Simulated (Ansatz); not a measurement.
## TaN: single-point calculation (part 2 of 3)

TaN (4 atoms in the cell); DFT LDA+U+J, spin-orbit coupling, plane waves, PAW, U = 7 eV, J = 0.9 eV on Ta atom 1 d; U = 7 eV, J = 0.9 eV on Ta atom 2 d (Ansatz 0.2.0); cutoff 420 eV, 7×7×4 k-mesh, Gaussian smearing of 0.05 eV. The structure derives from an entry of the Crystallography Open Database. It belongs to a series of runs on one base structure; here: random orbitals: harmonics, high filling.

Geometry of the input (Å; fractional positions):
```
3.0500  0.0000  0.0000
-1.5250  2.6414  0.0000
0.0000  0.0000  4.9400
Ta 0.3333  0.6667  0.0000
Ta 0.6667  0.3333  0.5000
N  0.3333  0.6667  0.3850
N  0.6667  0.3333  0.8850
```

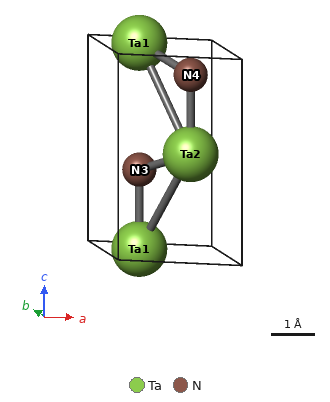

**Figure 1.** The structure as given in the input (ball-and-stick view of the cell of the calculation, seen slightly off an axis; atoms are numbered from 1 in the order of the input).

Output, continued
```
SCF iter   1: F=—  HF=-20137.219225 eV  |F-HF|=—  |Δ(HF+E_count)|=         —  Δρ=1.62e-1  dr2=1.03e1  dr2_m=1.54e0  ethr=3.10e-3  |M|=2.39e0 ∫|m|=2.49e0 μB  |m|>n=0.0e0 m-floor=0.0e0 τ_xc=3.5e-17  β_m=0.30  ⟨swp⟩=6.5  Hψ=32236  notcnv=0  defer=8
preconditioner: auto → Kerker (q_TF=auto, 2.683 Å⁻¹)  [metal: Δε(μ)=0.019 eV  Ē_g=11.883 eV  σ=0.050 eV  W_gap=0.21  n_scr=10 (ndim 8)  ℏωp=26.3 eV  f_vac=0.000  D(μ)=2.09/eV (n_scr^D=22)]
spin=Noncollinear: Kerker preconditioning applied to the charge; magnetization (m_x, m_y, m_z) channels mix plain (no charge-response kernel on spin).
SCF iter   2: F=—  HF=-20135.379617 eV  |F-HF|=—  |Δ(HF+E_count)|=    1.84e0  Δρ=8.71e-2  dr2=3.12e0  dr2_m=8.25e-1  ethr=3.10e-3  |M|=2.11e0 ∫|m|=2.28e0 μB  |m|>n=0.0e0 m-floor=0.0e0 τ_xc=4.1e-17  β_m=0.30  ⟨swp⟩=3.0  Hψ=12251  notcnv=0  defer=278
SCF iter   3: F=—  HF=-20134.706030 eV  |F-HF|=—  |Δ(HF+E_count)|=   6.74e-1  Δρ=4.98e-2  dr2=2.70e-1  dr2_m=4.52e-1  ethr=3.10e-3  |M|=1.85e0 ∫|m|=2.11e0 μB  |m|>n=0.0e0 m-floor=0.0e0 τ_xc=3.4e-17  β_m=0.30  ⟨swp⟩=3.1  Hψ=11360  notcnv=0  defer=286
SCF iter   4: F=—  HF=-20134.697445 eV  |F-HF|=—  |Δ(HF+E_count)|=   8.58e-3  Δρ=3.69e-2  dr2=1.64e-2  dr2_m=2.48e-1  ethr=7.50e-4  |M|=1.75e0 ∫|m|=2.03e0 μB  |m|>n=0.0e0 m-floor=0.0e0 τ_xc=2.9e-17  β_m=0.30  ⟨swp⟩=3.2  Hψ=11889  notcnv=0  defer=296
SCF iter   5: F=—  HF=-20134.734032 eV  |F-HF|=—  |Δ(HF+E_count)|=   3.66e-2  Δρ=2.69e-2  dr2=2.79e-3  dr2_m=1.32e-1  ethr=4.54e-5  |M|=1.69e0 ∫|m|=1.99e0 μB  |m|>n=0.0e0 m-floor=0.0e0 τ_xc=2.6e-17  β_m=0.30  ⟨swp⟩=2.2  Hψ=10526  notcnv=0  defer=297
SCF iter   6: F=—  HF=-20134.756901 eV  |F-HF|=—  |Δ(HF+E_count)|=   2.29e-2  Δρ=1.94e-2  dr2=5.10e-4  dr2_m=6.83e-2  ethr=7.74e-6  |M|=1.66e0 ∫|m|=1.97e0 μB  |m|>n=0.0e0 m-floor=0.0e0 τ_xc=2.5e-17  β_m=0.30  ⟨swp⟩=2.1  Hψ=11824  notcnv=0  defer=297
SCF iter   7: F=—  HF=-20134.768844 eV  |F-HF|=—  |Δ(HF+E_count)|=   1.19e-2  Δρ=1.41e-2  dr2=4.38e-5  dr2_m=3.62e-2  ethr=1.42e-6  |M|=1.63e0 ∫|m|=1.95e0 μB  |m|>n=0.0e0 m-floor=0.0e0 τ_xc=2.4e-17  β_m=0.30  ⟨swp⟩=2.0  Hψ=10952  notcnv=0  defer=297
Mixer restart at iter 7: flushing history
spin-set hold released at iteration 7 (site moments contracting): the magnetisation degrees of freedom join the quasi-Newton model from the next iteration; the mixer history was flushed
SCF iter   8: F=—  HF=-20134.775309 eV  |F-HF|=—  |Δ(HF+E_count)|=   6.47e-3  Δρ=1.02e-2  dr2=3.84e-5  dr2_m=1.91e-2  ethr=1.22e-7  |M|=1.61e0 ∫|m|=1.93e0 μB  |m|>n=0.0e0 m-floor=0.0e0 τ_xc=2.3e-17  β_m=0.65  ⟨swp⟩=2.7  Hψ=12050  notcnv=0  defer=297
SCF iter   9: F=—  HF=-20134.783322 eV  |F-HF|=—  |Δ(HF+E_count)|=   8.01e-3  Δρ=5.10e-4  dr2=1.12e-5  dr2_m=4.60e-5  ethr=1.07e-7  |M|=1.55e0 ∫|m|=1.90e0 μB  |m|>n=0.0e0 m-floor=0.0e0 τ_xc=2.2e-17  β_m=0.82  ⟨swp⟩=4.1  Hψ=17723  notcnv=0  defer=297
SCF iter  10: F=—  HF=-20134.783401 eV  |F-HF|=—  |Δ(HF+E_count)|=   7.95e-5  Δρ=1.91e-4  dr2=2.38e-6  dr2_m=6.39e-6  ethr=3.12e-8  |M|=1.55e0 ∫|m|=1.89e0 μB  |m|>n=0.0e0 m-floor=0.0e0 τ_xc=2.2e-17  β_m=0.91  ⟨swp⟩=2.2  Hψ=10791  notcnv=0  defer=297
SCF iter  11: F=—  HF=-20134.783416 eV  |F-HF|=—  |Δ(HF+E_count)|=   1.42e-5  Δρ=1.66e-5  dr2=9.72e-8  dr2_m=2.60e-8  ethr=6.62e-9  |M|=1.55e0 ∫|m|=1.89e0 μB  |m|>n=0.0e0 m-floor=0.0e0 τ_xc=2.1e-17  β_m=0.91  ⟨swp⟩=2.8  Hψ=11711  notcnv=0  defer=297
Mixer restart at iter 11: flushing history
SCF iter  12: F=—  HF=-20134.787181 eV  |F-HF|=—  |Δ(HF+E_count)|=         —  Δρ=2.48e-5  dr2=2.27e-7  dr2_m=1.07e-7  ethr=2.70e-10  |M|=1.55e0 ∫|m|=1.89e0 μB  |m|>n=0.0e0 m-floor=0.0e0 τ_xc=2.2e-17  β_m=0.91  ⟨swp⟩=3.6  Hψ=12973  notcnv=0  defer=297
SCF iter  13: F=—  HF=-20140.270783 eV  |F-HF|=—  |Δ(HF+E_count)|=    5.48e0  Δρ=3.16e-2  dr2=3.52e-1  dr2_m=6.50e-2  ethr=2.70e-10  |M|=9.19e-1 ∫|m|=1.23e0 μB  |m|>n=0.0e0 m-floor=0.0e0 τ_xc=2.2e-17  β_m=0.09  ⟨swp⟩=8.5  Hψ=39973  notcnv=0  defer=285
SCF iter  14: F=—  HF=-20140.361716 eV  |F-HF|=—  |Δ(HF+E_count)|=   9.09e-2  Δρ=2.67e-2  dr2=2.49e-1  dr2_m=6.15e-2  ethr=2.70e-10  |M|=8.63e-1 ∫|m|=1.16e0 μB  |m|>n=0.0e0 m-floor=0.0e0 τ_xc=1.9e-17  β_m=0.07  ⟨swp⟩=6.7  Hψ=30139  notcnv=0  defer=286
SCF iter  15: F=—  HF=-20140.409467 eV  |F-HF|=—  |Δ(HF+E_count)|=   4.78e-2  Δρ=2.13e-2  dr2=1.57e-1  dr2_m=4.77e-2  ethr=2.70e-10  |M|=8.24e-1 ∫|m|=1.11e0 μB  |m|>n=0.0e0 m-floor=0.0e0 τ_xc=1.7e-17  β_m=0.23  ⟨swp⟩=6.1  Hψ=28220  notcnv=0  defer=286
SCF iter  16: F=—  HF=-20140.684476 eV  |F-HF|=—  |Δ(HF+E_count)|=   2.75e-1  Δρ=1.13e-2  dr2=2.68e-2  dr2_m=2.33e-2  ethr=2.70e-10  |M|=6.99e-1 ∫|m|=9.38e-1 μB  |m|>n=0.0e0 m-floor=0.0e0 τ_xc=1.1e-17  β_m=0.76  ⟨swp⟩=7.4  Hψ=32829  notcnv=0  defer=286
SCF iter  17: F=—  HF=-20141.079434 eV  |F-HF|=—  |Δ(HF+E_count)|=   3.95e-1  Δρ=5.25e-3  dr2=2.32e-3  dr2_m=4.95e-3  ethr=2.70e-10  |M|=3.77e-1 ∫|m|=5.27e-1 μB  |m|>n=0.0e0 m-floor=0.0e0 τ_xc=3.2e-18  β_m=0.82  ⟨swp⟩=7.9  Hψ=38176  notcnv=0  defer=347
SCF iter  18: F=—  HF=-20141.130104 eV  |F-HF|=—  |Δ(HF+E_count)|=   5.07e-2  Δρ=2.90e-3  dr2=1.22e-3  dr2_m=1.45e-3  ethr=2.70e-10  |M|=2.18e-1 ∫|m|=3.62e-1 μB  |m|>n=0.0e0 m-floor=0.0e0 τ_xc=1.3e-18  β_m=0.91  ⟨swp⟩=7.2  Hψ=31386  notcnv=0  defer=363
SCF iter  19: F=—  HF=-20141.152091 eV  |F-HF|=—  |Δ(HF+E_count)|=   2.20e-2  Δρ=9.95e-4  dr2=1.55e-4  dr2_m=1.94e-4  ethr=2.70e-10  |M|=1.10e-1 ∫|m|=2.49e-1 μB  |m|>n=0.0e0 m-floor=0.0e0 τ_xc=4.5e-19  β_m=0.96  ⟨swp⟩=6.7  Hψ=29927  notcnv=0  defer=370
SCF iter  20: F=—  HF=-20141.154918 eV  |F-HF|=—  |Δ(HF+E_count)|=         —  Δρ=6.64e-4  dr2=1.49e-5  dr2_m=7.74e-5  ethr=2.70e-10  |M|=1.13e-1 ∫|m|=2.29e-1 μB  |m|>n=0.0e0 m-floor=0.0e0 τ_xc=3.5e-19  β_m=0.96  ⟨swp⟩=6.3  Hψ=23906  notcnv=0  defer=369
SCF iter  21: F=—  HF=-20141.157113 eV  |F-HF|=—  |Δ(HF+E_count)|=   2.19e-3  Δρ=3.84e-4  dr2=2.38e-5  dr2_m=2.64e-5  ethr=2.70e-10  |M|=1.02e-1 ∫|m|=1.91e-1 μB  |m|>n=0.0e0 m-floor=0.0e0 τ_xc=2.0e-19  β_m=0.98  ⟨swp⟩=6.7  Hψ=25314  notcnv=0  defer=371
SCF iter  22: F=—  HF=-20141.157786 eV  |F-HF|=—  |Δ(HF+E_count)|=   6.73e-4  Δρ=3.31e-4  dr2=2.17e-6  dr2_m=1.82e-5  ethr=2.70e-10  |M|=1.11e-1 ∫|m|=1.81e-1 μB  |m|>n=0.0e0 m-floor=0.0e0 τ_xc=1.6e-19  β_m=0.99  ⟨swp⟩=5.6  Hψ=21879  notcnv=0  defer=383
SCF iter  23: F=—  HF=-20141.158372 eV  |F-HF|=—  |Δ(HF+E_count)|=   5.86e-4  Δρ=2.42e-4  dr2=3.70e-6  dr2_m=8.65e-6  ethr=2.70e-10  |M|=1.26e-1 ∫|m|=1.73e-1 μB  |m|>n=0.0e0 m-floor=0.0e0 τ_xc=1.1e-19  β_m=0.99  ⟨swp⟩=6.4  Hψ=23729  notcnv=0  defer=392
SCF iter  24: F=—  HF=-20141.158550 eV  |F-HF|=—  |Δ(HF+E_count)|=   1.78e-4  Δρ=1.70e-4  dr2=3.25e-6  dr2_m=4.58e-6  ethr=2.70e-10  |M|=1.35e-1 ∫|m|=1.78e-1 μB  |m|>n=0.0e0 m-floor=0.0e0 τ_xc=1.2e-19  β_m=1.00  ⟨swp⟩=4.9  Hψ=20552  notcnv=0  defer=393
SCF iter  25: F=—  HF=-20141.158677 eV  |F-HF|=—  |Δ(HF+E_count)|=   1.27e-4  Δρ=6.68e-5  dr2=8.83e-7  dr2_m=3.70e-7  ethr=2.70e-10  |M|=1.53e-1 ∫|m|=1.90e-1 μB  |m|>n=0.0e0 m-floor=0.0e0 τ_xc=1.2e-19  β_m=1.00  ⟨swp⟩=6.0  Hψ=22049  notcnv=0  defer=397
SCF iter  26: F=—  HF=-20141.158685 eV  |F-HF|=—  |Δ(HF+E_count)|=   7.92e-6  Δρ=3.87e-5  dr2=1.00e-7  dr2_m=2.12e-7  ethr=2.70e-10  |M|=1.52e-1 ∫|m|=1.89e-1 μB  |m|>n=0.0e0 m-floor=0.0e0 τ_xc=1.2e-19  β_m=1.00  ⟨swp⟩=3.9  Hψ=15196  notcnv=0  defer=402
SCF iter  27: F=—  HF=-20141.158690 eV  |F-HF|=—  |Δ(HF+E_count)|=   5.31e-6  Δρ=2.07e-5  dr2=1.27e-8  dr2_m=6.49e-8  ethr=2.70e-10  |M|=1.54e-1 ∫|m|=1.91e-1 μB  |m|>n=0.0e0 m-floor=0.0e0 τ_xc=1.3e-19  β_m=1.00  ⟨swp⟩=18.4  Hψ=55096  notcnv=0
SCF iter  28: F=—  HF=-20141.158692 eV  |F-HF|=—  |Δ(HF+E_count)|=   1.37e-6  Δρ=1.29e-5  dr2=7.78e-9  dr2_m=2.79e-8  ethr=3.53e-11  |M|=1.56e-1 ∫|m|=1.93e-1 μB  |m|>n=0.0e0 m-floor=0.0e0 τ_xc=1.3e-19  β_m=1.00  ⟨swp⟩=12.1  Hψ=47926  notcnv=0
Mixer restart at iter 28: flushing history
SCF iter  29: F=—  HF=-20141.158692 eV  |F-HF|=—  |Δ(HF+E_count)|=         —  Δρ=8.67e-6  dr2=1.02e-8  dr2_m=1.36e-8  ethr=2.16e-11  |M|=1.56e-1 ∫|m|=1.93e-1 μB  |m|>n=0.0e0 m-floor=0.0e0 τ_xc=1.3e-19  β_m=1.00  ⟨swp⟩=4.3  Hψ=18404  notcnv=0
Mixer restart at iter 29: flushing history
SCF iter  30: F=—  HF=-20141.158693 eV  |F-HF|=—  |Δ(HF+E_count)|=         —  Δρ=6.92e-6  dr2=3.42e-9  dr2_m=9.46e-9  ethr=2.16e-11  |M|=1.56e-1 ∫|m|=1.93e-1 μB  |m|>n=0.0e0 m-floor=0.0e0 τ_xc=1.3e-19  β_m=1.00  ⟨swp⟩=4.0  Hψ=16197  notcnv=0
iter 31 did not close the SCF: its close was put off for a magnetic moment that had not settled (scf_convergence_deferred on its scf_iter line)
SCF iter  31: F=-20141.158693 eV  HF=-20141.158693 eV  |F-HF|=6.42e-8  |Δ(HF+E_count)|=   1.55e-7  Δρ=6.61e-6  dr2=1.54e-9  dr2_m=8.24e-9  ethr=9.49e-12  |M|=1.56e-1 ∫|m|=1.93e-1 μB  |m|>n=0.0e0 m-floor=0.0e0 τ_xc=1.3e-19  β_m=1.00  ⟨swp⟩=10.6  Hψ=38980  notcnv=0
iter 32 did not close the SCF: its close was put off for a magnetic moment that had not settled (scf_convergence_deferred on its scf_iter line)
SCF iter  32: F=-20141.158694 eV  HF=-20141.158694 eV  |F-HF|=4.60e-8  |Δ(HF+E_count)|=   2.08e-7  Δρ=6.19e-6  dr2=3.45e-9  dr2_m=6.62e-9  ethr=4.29e-12  |M|=1.56e-1 ∫|m|=1.93e-1 μB  |m|>n=0.0e0 m-floor=0.0e0 τ_xc=1.3e-19  β_m=1.00  ⟨swp⟩=5.3  Hψ=39752  notcnv=0
iter 33 did not close the SCF: its close was put off for a magnetic moment that had not settled (scf_convergence_deferred on its scf_iter line)
SCF iter  33: F=-20141.158694 eV  HF=-20141.158694 eV  |F-HF|=2.93e-8  |Δ(HF+E_count)|=   4.13e-7  Δρ=5.54e-6  dr2=7.98e-10  dr2_m=4.36e-9  ethr=4.29e-12  |M|=1.56e-1 ∫|m|=1.93e-1 μB  |m|>n=0.0e0 m-floor=0.0e0 τ_xc=1.3e-19  β_m=1.00  ⟨swp⟩=6.7  Hψ=45484  notcnv=0
iter 34 did not close the SCF: its close was put off for a magnetic moment that had not settled (scf_convergence_deferred on its scf_iter line)
SCF iter  34: F=-20141.158694 eV  HF=-20141.158694 eV  |F-HF|=2.07e-8  |Δ(HF+E_count)|=   3.62e-7  Δρ=6.10e-6  dr2=2.26e-10  dr2_m=4.72e-9  ethr=2.22e-12  |M|=1.56e-1 ∫|m|=1.93e-1 μB  |m|>n=0.0e0 m-floor=0.0e0 τ_xc=1.3e-19  β_m=1.00  ⟨swp⟩=6.8  Hψ=47020  notcnv=0
iter 35 did not close the SCF: its close was put off for a magnetic moment that had not settled (scf_convergence_deferred on its scf_iter line)
SCF iter  35: F=-20141.158694 eV  HF=-20141.158694 eV  |F-HF|=1.87e-8  |Δ(HF+E_count)|=   7.16e-8  Δρ=5.85e-6  dr2=2.08e-10  dr2_m=4.29e-9  ethr=1.00e-12  |M|=1.56e-1 ∫|m|=1.93e-1 μB  |m|>n=0.0e0 m-floor=0.0e0 τ_xc=1.3e-19  β_m=1.00  ⟨swp⟩=4.8  Hψ=38277  notcnv=0
iter 36 did not close the SCF: its close was put off for a magnetic moment that had not settled (scf_convergence_deferred on its scf_iter line)
SCF iter  36: F=-20141.158695 eV  HF=-20141.158695 eV  |F-HF|=1.62e-8  |Δ(HF+E_count)|=   2.24e-7  Δρ=5.41e-6  dr2=2.51e-10  dr2_m=3.88e-9  ethr=1.00e-12  |M|=1.56e-1 ∫|m|=1.93e-1 μB  |m|>n=0.0e0 m-floor=0.0e0 τ_xc=1.3e-19  β_m=1.00  ⟨swp⟩=5.8  Hψ=44025  notcnv=0
iter 37 did not close the SCF: its close was put off for a magnetic moment that had not settled (scf_convergence_deferred on its scf_iter line)
SCF iter  37: F=-20141.158695 eV  HF=-20141.158695 eV  |F-HF|=1.19e-8  |Δ(HF+E_count)|=   4.48e-7  Δρ=4.11e-6  dr2=2.77e-10  dr2_m=2.82e-9  ethr=1.00e-12  |M|=1.56e-1 ∫|m|=1.93e-1 μB  |m|>n=0.0e0 m-floor=0.0e0 τ_xc=1.3e-19  β_m=0.27  ⟨swp⟩=6.9  Hψ=47073  notcnv=0
iter 38 did not close the SCF: its close was put off for a magnetic moment that had not settled (scf_convergence_deferred on its scf_iter line)
SCF iter  38: F=-20141.158695 eV  HF=-20141.158695 eV  |F-HF|=9.01e-9  |Δ(HF+E_count)|=   2.17e-7  Δρ=3.26e-6  dr2=2.55e-10  dr2_m=1.84e-9  ethr=1.00e-12  |M|=1.56e-1 ∫|m|=1.93e-1 μB  |m|>n=0.0e0 m-floor=0.0e0 τ_xc=1.3e-19  β_m=0.58  ⟨swp⟩=5.8  Hψ=45513  notcnv=0
iter 39 did not close the SCF: its close was put off for a magnetic moment that had not settled (scf_convergence_deferred on its scf_iter line)
SCF iter  39: F=-20141.158696 eV  HF=-20141.158696 eV  |F-HF|=7.04e-9  |Δ(HF+E_count)|=   3.92e-7  Δρ=3.01e-6  dr2=2.80e-10  dr2_m=1.22e-9  ethr=1.00e-12  |M|=1.56e-1 ∫|m|=1.93e-1 μB  |m|>n=0.0e0 m-floor=0.0e0 τ_xc=1.4e-19  β_m=1.00  ⟨swp⟩=7.1  Hψ=48907  notcnv=0
iter 40 did not close the SCF: its close was put off for a magnetic moment that had not settled (scf_convergence_deferred on its scf_iter line)
SCF iter  40: F=-20141.158696 eV  HF=-20141.158696 eV  |F-HF|=4.50e-9  |Δ(HF+E_count)|=   5.33e-8  Δρ=2.31e-6  dr2=7.34e-11  dr2_m=9.61e-10  ethr=1.00e-12  |M|=1.56e-1 ∫|m|=1.92e-1 μB  |m|>n=0.0e0 m-floor=0.0e0 τ_xc=1.3e-19  β_m=0.59  ⟨swp⟩=4.6  Hψ=39750  notcnv=0
iter 41 did not close the SCF: its close was put off for a magnetic moment that had not settled (scf_convergence_deferred on its scf_iter line)
SCF iter  41: F=-20141.158696 eV  HF=-20141.158696 eV  |F-HF|=3.61e-9  |Δ(HF+E_count)|=   1.41e-7  Δρ=1.98e-6  dr2=8.15e-11  dr2_m=5.49e-10  ethr=1.00e-12  |M|=1.56e-1 ∫|m|=1.92e-1 μB  |m|>n=0.0e0 m-floor=0.0e0 τ_xc=1.4e-19  β_m=1.00  ⟨swp⟩=6.9  Hψ=47344  notcnv=0
iter 42 did not close the SCF: its close was put off for a magnetic moment that had not settled (scf_convergence_deferred on its scf_iter line)
SCF iter  42: F=-20141.158696 eV  HF=-20141.158696 eV  |F-HF|=2.20e-9  |Δ(HF+E_count)|=   3.21e-8  Δρ=1.44e-6  dr2=1.75e-11  dr2_m=2.86e-10  ethr=1.00e-12  |M|=1.56e-1 ∫|m|=1.92e-1 μB  |m|>n=0.0e0 m-floor=0.0e0 τ_xc=1.4e-19  β_m=1.00  ⟨swp⟩=5.3  Hψ=43582  notcnv=0
iter 43 did not close the SCF: its close was put off for a magnetic moment that had not settled (scf_convergence_deferred on its scf_iter line)
SCF iter  43: F=-20141.158696 eV  HF=-20141.158696 eV  |F-HF|=6.84e-10  |Δ(HF+E_count)|=   1.63e-8  Δρ=8.42e-7  dr2=1.38e-10  dr2_m=1.11e-10  ethr=1.00e-12  |M|=1.56e-1 ∫|m|=1.92e-1 μB  |m|>n=0.0e0 m-floor=0.0e0 τ_xc=1.4e-19  β_m=1.00  ⟨swp⟩=6.2  Hψ=43091  notcnv=0
iter 44 did not close the SCF: its close was put off for a magnetic moment that had not settled (scf_convergence_deferred on its scf_iter line)
SCF iter  44: F=-20141.158696 eV  HF=-20141.158696 eV  |F-HF|=2.95e-10  |Δ(HF+E_count)|=   3.77e-9  Δρ=5.59e-7  dr2=7.19e-11  dr2_m=5.33e-11  ethr=1.00e-12  |M|=1.56e-1 ∫|m|=1.92e-1 μB  |m|>n=0.0e0 m-floor=0.0e0 τ_xc=1.4e-19  β_m=1.00  ⟨swp⟩=5.0  Hψ=36118  notcnv=0
SCF iter  45: F=-20141.158696 eV  HF=-20141.158696 eV  |F-HF|=1.42e-10  |Δ(HF+E_count)|=   1.61e-9  Δρ=4.20e-7  dr2=4.06e-11  dr2_m=2.98e-11  ethr=1.00e-12  |M|=1.56e-1 ∫|m|=1.92e-1 μB  |m|>n=0.0e0 m-floor=0.0e0 τ_xc=1.4e-19  ⟨swp⟩=4.9  Hψ=35811  notcnv=0
WARN: hamiltonian.hubbard: on 2 of 2 specified blocks the occupation matrix of this SCF's result fails the test of the specified filling. At site 0 (sites count from 0 in the list of atoms of the cell that this SCF solves) the least filled combination of the orbitals specified full has occupation 0.378, and the fullest combination of the orbitals specified empty has occupation 0.473; the filling counts as kept where the first is at least 0.75 and exceeds the second by more than 0.25. The same holds at site 1. The state of this SCF's result may not hold the specified filling, though these bounds can also misjudge a state that does. This warning does not say which state is lower in energy, or whether the specified filling is a self-consistent state at all; see hamiltonian.hubbard.sites[].starting_ns, Limitations, and scf.initial_density.shell_occupations in the input reference
SCF 1 converged in 45 iterations: F = -20141.158696 eV  dr2 = 4.06e-11
  greatest PAW one-centre occupation: 1.000 electrons in one spin orbital (limit 2), on the Ta atom at site 1 (counted from 0), in its partial waves of l = 0
SCF converged after 45 iterations
Magnetization: |M| = 0.1557 μB,  M = (+0.1349, -0.0778, +0.0000) μB
Absolute magnetization: 0.1938 μB (∫|m|, with the PAW one-centre terms)
Moment direction: turned by 0.0478 rad
  site 0: m = (+0.0217, -0.0125, +0.0004) μB, |m| = 0.0250 μB  (R = 0.76 Å)
  site 1: m = (+0.0217, -0.0125, -0.0004) μB, |m| = 0.0250 μB  (R = 0.76 Å)
  site 2: m = (-0.0022, +0.0013, +0.0001) μB, |m| = 0.0025 μB  (R = 0.76 Å)
  site 3: m = (-0.0022, +0.0013, -0.0001) μB, |m| = 0.0025 μB  (R = 0.76 Å)
Free energy (F): -20141.158696 eV
```
